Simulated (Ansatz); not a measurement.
# What a change does: single-point calculation on Mo

System: Mo (1 atom in the cell).
Method of run A: DFT PBE, scalar-relativistic, plane waves, PAW, no spin polarisation (Ansatz 0.2.0).

The structure derives from an entry of the Crystallography Open Database. Text and figures count atoms from 1; the logs count them from 0 in places.

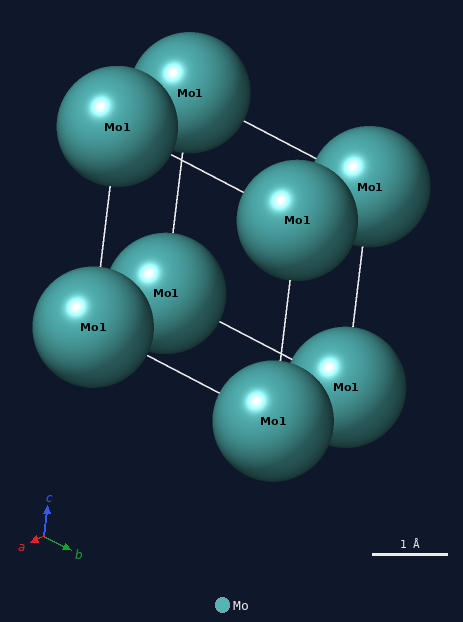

**Figure 1.** The structure as given in the input (spheres-only view of the cell of the calculation, seen slightly off an axis; atoms are numbered from 1 in the order of the input).

### Input, run A
```yaml
crystal:
  lattice:
    - [-1.57554019, 1.57554019, 1.57554019]
    - [1.57554019, -1.57554019, 1.57554019]
    - [1.57554019, 1.57554019, -1.57554019]
  atoms:
    - { symbol: Mo, position: [0.0, 0.0, 0.0] }
basis:
  ecutwfc: 420
kpoints:
  mp_grid: { grid: [18, 18, 18] }
hamiltonian:
  xc: pbe
scf:
  occupations: { method: gaussian, width: 0.1 }
output:
  forces: true
  stress: true
  eigenvalues: true
```

Hardware: 1 thread of an x86-64 CPU, shared host.

### Output, shortened to warnings, some set-up lines, iterations and results (run A)
```
Basis set: ecut = 420 eV, 321 PW (Γ), exchange–correlation on 40×40×40 points (8 copies of the dense FFT grid, shifted against one another)
Symmetry: 48 space group operations
k-points: 195 of 5832
Initial density: superposition of atomic densities (neutral atoms: chi_scale 0, normalization atom), corrected by the library's trained network
[...]
SCF iter   1: F=—  HF=-4956.020403 eV  |F-HF|=—  |Δ(HF+E_count)|=         —  Δρ=2.85e-3  dr2=6.43e-4  ethr=1.77e-3  ⟨swp⟩=5.0  Hψ=12515  notcnv=0
SCF iter   2: F=—  HF=-4956.020345 eV  |F-HF|=—  |Δ(HF+E_count)|=   5.87e-5  Δρ=1.40e-3  dr2=1.15e-4  ethr=4.59e-6  ⟨swp⟩=2.7  Hψ=4834  notcnv=0
SCF iter   3: F=—  HF=-4956.020357 eV  |F-HF|=—  |Δ(HF+E_count)|=   1.26e-5  Δρ=3.01e-4  dr2=1.01e-5  ethr=8.22e-7  ⟨swp⟩=2.0  Hψ=3484  notcnv=0
SCF iter   4: F=—  HF=-4956.020356 eV  |F-HF|=—  |Δ(HF+E_count)|=   9.29e-7  Δρ=5.76e-5  dr2=1.79e-7  ethr=7.22e-8  ⟨swp⟩=2.1  Hψ=2697  notcnv=0
SCF iter   5: F=-4956.020356 eV  HF=-4956.020356 eV  |F-HF|=3.34e-8  |Δ(HF+E_count)|=   7.25e-9  Δρ=2.76e-5  dr2=4.60e-8  ethr=1.28e-9  ⟨swp⟩=2.0  Hψ=3493  notcnv=0
SCF iter   6: F=-4956.020356 eV  HF=-4956.020356 eV  |F-HF|=3.68e-9  |Δ(HF+E_count)|=   1.71e-8  Δρ=1.00e-5  dr2=5.32e-9  ethr=3.29e-10  ⟨swp⟩=2.2  Hψ=7543  notcnv=0
SCF 1 converged in 6 iterations: F = -4956.020356 eV  dr2 = 5.32e-9
SCF converged after 6 iterations
Free energy (F): -4956.020356 eV
Harris-Foulkes:  -4956.020356 eV  (|F-HF|=3.68e-9)
Internal energy: -4956.017786 eV  (E = F + TS)
E sigma→0 (E₀):  -4956.019071 eV
Entropy (-TS):   -0.002570 eV (-2.570 meV/atom)
Fermi energy:    21.105693 eV
--- Per-component energies (eV) ---
  E_band       = -55.120437
  E_kinetic    = 441.021746
  E_local      = -784.377823  (includes V_loc(G=0)·N_el)
  E_nonlocal   = 142.602113
  E_hartree    = 259.360058
  E_xc         = -183.628082
  E_vxc        = -229.197656  (∫ρ·V_xc dr)
  E_paw        = -3201.218370  (= ΣΔE_a)
  E_vpaw       = -143.887402  (= ΣTr[D̂ρ^β])
  E_aug_tail   = 0.000041  (compensation charges beyond the density's cutoff)
  E_ewald      = -1629.777469
  E_smearing   = -0.002570  (= −TS)
  E_closure    = -0.000000  (closes the sum)
  Σ components = -4956.020356   (vs F -4956.020356, Δ=0.00e0)
--- Forces (eV/Å), atoms counted from 1 ---
  atom   1  Mo    -0.00000000    -0.00000000     0.00000000
  max |Σ_I F_I| component: 7.60e-32 eV/Å
--- Stress (GPa, compression-positive) ---
        2.354861      -0.000000      -0.000000
        0.000000       2.354861       0.000000
        0.000000       0.000000       2.354861
  P = ⅓ Tr σ = 2.3549 GPa (23.549 kbar)
```

The input of run B differs as follows (lines with − go, lines with + come):
```diff
-    - [-1.57554019, 1.57554019, 1.57554019]
-    - [1.57554019, -1.57554019, 1.57554019]
-    - [1.57554019, 1.57554019, -1.57554019]
+    - [-1.56730815, 1.56730815, 1.56730815]
+    - [1.56730815, -1.56730815, 1.56730815]
+    - [1.56730815, 1.56730815, -1.56730815]
-  xc: pbe
+  xc: pbesol
```

What does this change do to the results?

The total energies belong to different methods, so their difference says nothing on which is more stable or more accurate. The pressure goes from 2.35 to −1.41 GPa. The volume per atom goes from 15.64 to 15.40 Å³. The functional changes from PBE to PBEsol. The number of SCF iterations is the same.

### Output, shortened to warnings, some set-up lines, iterations and results (run B)
```
Basis set: ecut = 420 eV, 321 PW (Γ), exchange–correlation on 40×40×40 points (8 copies of the dense FFT grid, shifted against one another)
Symmetry: 48 space group operations
k-points: 195 of 5832
Initial density: superposition of atomic densities (neutral atoms: chi_scale 0, normalization atom), corrected by the library's trained network
[...]
SCF iter   1: F=—  HF=-4897.470900 eV  |F-HF|=—  |Δ(HF+E_count)|=         —  Δρ=6.05e-3  dr2=3.89e-3  ethr=1.77e-3  ⟨swp⟩=5.0  Hψ=12531  notcnv=0
SCF iter   2: F=—  HF=-4897.469544 eV  |F-HF|=—  |Δ(HF+E_count)|=   1.36e-3  Δρ=2.25e-3  dr2=2.10e-4  ethr=2.78e-5  ⟨swp⟩=2.3  Hψ=4689  notcnv=0
SCF iter   3: F=—  HF=-4897.469523 eV  |F-HF|=—  |Δ(HF+E_count)|=   2.04e-5  Δρ=8.94e-4  dr2=3.17e-5  ethr=1.50e-6  ⟨swp⟩=1.0  Hψ=2125  notcnv=0
SCF iter   4: F=—  HF=-4897.469523 eV  |F-HF|=—  |Δ(HF+E_count)|=   2.38e-7  Δρ=4.30e-5  dr2=9.04e-8  ethr=2.26e-7  ⟨swp⟩=1.2  Hψ=2431  notcnv=0
SCF iter   5: F=-4897.469523 eV  HF=-4897.469523 eV  |F-HF|=1.71e-9  |Δ(HF+E_count)|=   6.44e-8  Δρ=5.00e-6  dr2=2.86e-9  ethr=6.45e-10  ⟨swp⟩=2.2  Hψ=3070  notcnv=0
SCF iter   6: F=-4897.469523 eV  HF=-4897.469523 eV  |F-HF|=9.09e-12  |Δ(HF+E_count)|=  7.27e-10  Δρ=8.75e-7  dr2=4.95e-11  ethr=2.04e-11  ⟨swp⟩=2.1  Hψ=6679  notcnv=0
SCF 1 converged in 6 iterations: F = -4897.469523 eV  dr2 = 4.95e-11
SCF converged after 6 iterations
Free energy (F): -4897.469523 eV
Harris-Foulkes:  -4897.469523 eV  (|F-HF|=9.09e-12)
Internal energy: -4897.467135 eV  (E = F + TS)
E sigma→0 (E₀):  -4897.468329 eV
Entropy (-TS):   -0.002388 eV (-2.388 meV/atom)
Fermi energy:    21.357815 eV
--- Per-component energies (eV) ---
  E_band       = -51.371525
  E_kinetic    = 441.391068
  E_local      = -774.256349  (includes V_loc(G=0)·N_el)
  E_nonlocal   = 144.528874
  E_hartree    = 255.449061
  E_xc         = -182.639463
  E_vxc        = -228.783687  (∫ρ·V_xc dr)
  E_paw        = -3143.812047  (= ΣΔE_a)
  E_vpaw       = -145.149802  (= ΣTr[D̂ρ^β])
  E_aug_tail   = 0.000041  (compensation charges beyond the density's cutoff)
  E_ewald      = -1638.337619
  E_core_change = 0.209299  (= ΣΔE_core)
  E_smearing   = -0.002388  (= −TS)
  E_closure    = 0.000000  (closes the sum)
  Σ components = -4897.469523   (vs F -4897.469523, Δ=0.00e0)
--- Forces (eV/Å), atoms counted from 1 ---
  atom   1  Mo    -0.00000000     0.00000000     0.00000000
  max |Σ_I F_I| component: 2.82e-32 eV/Å
--- Stress (GPa, compression-positive) ---
       -1.410882      -0.000000       0.000000
       -0.000000      -1.410882      -0.000000
       -0.000000      -0.000000      -1.410882
  P = ⅓ Tr σ = -1.4109 GPa (-14.109 kbar)
```

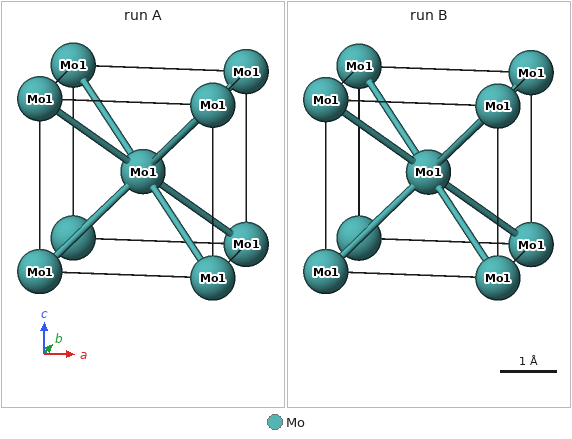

**Figure 2.** The two input geometries at one scale (ball-and-stick view of the cell 2 times as large as that of the calculation, set on its symmetry axes, seen slightly off an axis). The atoms keep their places relative to the cell (all moves are under 0.005 Å). The drawn cell changes as follows: a = b = c 3.151 → 3.135 Å (−0.5 %); the volume changes by −1.6 %. Among the contacts that change: Mo1–Mo1 2.729 → 2.715 Å.

### The two runs side by side

| quantity | run A | run B |
| --- | --- | --- |
| outcome | converged | converged |
| free energy per atom (eV) | −4956.0204 | −4897.4695 |
| energy per atom, smearing taken to zero (eV) | −4956.0191 | −4897.4683 |
| gap on the mesh (eV) | 0.00 | 0.00 |
| pressure (GPa) | 2.35 | −1.41 |
| volume per atom (Å³) | 15.64 | 15.40 |
| largest force (eV/Å) | 0.000 | 0.000 |
| SCF iterations | 6 | 6 |
| irreducible k-points | 195 | 195 |
| plane waves at Γ | 321 | 321 |
| wall time (shared host) | 1 s | 1 s |
